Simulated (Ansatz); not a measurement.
Ga8P8H (cell with a defect)

Input file:

```
crystal:
  lattice:
    - [0.0, 5.5051169748, -5.5051169748]
    - [5.5051169748, 5.5051169748, 0.0]
    - [5.5051169748, 0.0, -5.5051169748]
  atoms:
    - { symbol: Ga, position: [0.5, 0.5, 0.0] }
    - { symbol: Ga, position: [0.5, 0.0, 0.0] }
    - { symbol: Ga, position: [1.0, 0.5, 0.0] }
    - { symbol: Ga, position: [1.0, 0.0, 0.0] }
    - { symbol: Ga, position: [0.5, 0.5, 0.5] }
    - { symbol: Ga, position: [0.5, 0.0, 0.5] }
    - { symbol: Ga, position: [1.0, 0.5, 0.5] }
    - { symbol: Ga, position: [1.0, 0.0, 0.5] }
    - { symbol: P, position: [0.375, 0.375, 0.375] }
    - { symbol: P, position: [0.375, 0.875, 0.375] }
    - { symbol: P, position: [0.875, 0.375, 0.375] }
    - { symbol: P, position: [0.875, 0.875, 0.375] }
    - { symbol: P, position: [0.375, 0.375, 0.875] }
    - { symbol: P, position: [0.375, 0.875, 0.875] }
    - { symbol: P, position: [0.875, 0.375, 0.875] }
    - { symbol: P, position: [0.875, 0.875, 0.875] }
    - { symbol: H, position: [0.6368144425, 0.1218874721, 0.6213901368], spin: 1.0 }
basis:
  ecutwfc: 420
  xc_grid: 2
kpoints:
  mp_grid: { grid: [2, 2, 2], shift: [0.0, 0.0, 0.0] }
hamiltonian:
  xc: pbe
scf:
  occupations: { method: gaussian, width: 0.02 }
output:
  forces: true
  stress: false
  eigenvalues: true
  populations: true
  write_density: true
  write_potential: true
  elf: true
  volumetric_format: npy
magnetization:
  spin_polarized: true
relax:
  adjacent_minimum: "off"
  f_tol: 0.02
  max_steps: 60
```

Run with:

```sh
ansatz run input.yaml --threads 4 --pin off --max-ram 8192MiB --backend cpu --events-out ev --progress --plain --runs-dir out
```

The fields are those of the relaxed geometry.

The SCF solution may not be the lowest one; the program warned that a starting moment wasn't kept; spin-polarised, but the moments vanished.

Level of theory: Ansatz 0.2.0, DFT PBE, scalar-relativistic, plane waves, PAW.

Question: What can the converged valence pseudo-density and electron localisation function tell about the bonding?

Answer: Ga–P (2.36 Å): the density is about 0.55 e/Å³ at the midpoint; the ELF peaks at about 0.90 in the valence shell of P, 0.9 Å from its nucleus, and is about 0.75 at the midpoint.
Ga–P (2.43 Å): ρ is about 0.49 e/Å³ halfway; the ELF peaks at about 0.90 in the valence shell of P, 0.9 Å from its nucleus, and is about 0.75 at the midpoint.

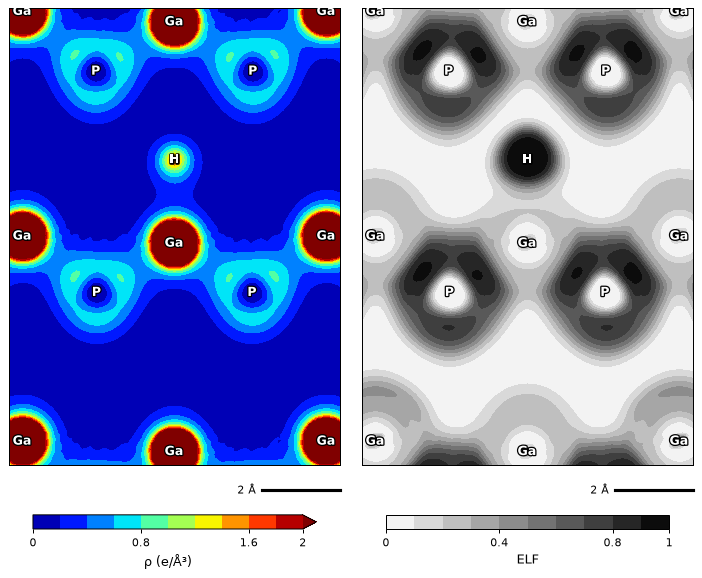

Computed valence pseudo-density and electron localisation function on the (011̄) plane of the calculation cell, in this order. 

The density is the valence pseudo-density of a PAW calculation; it isn't the true density close to the nuclei.
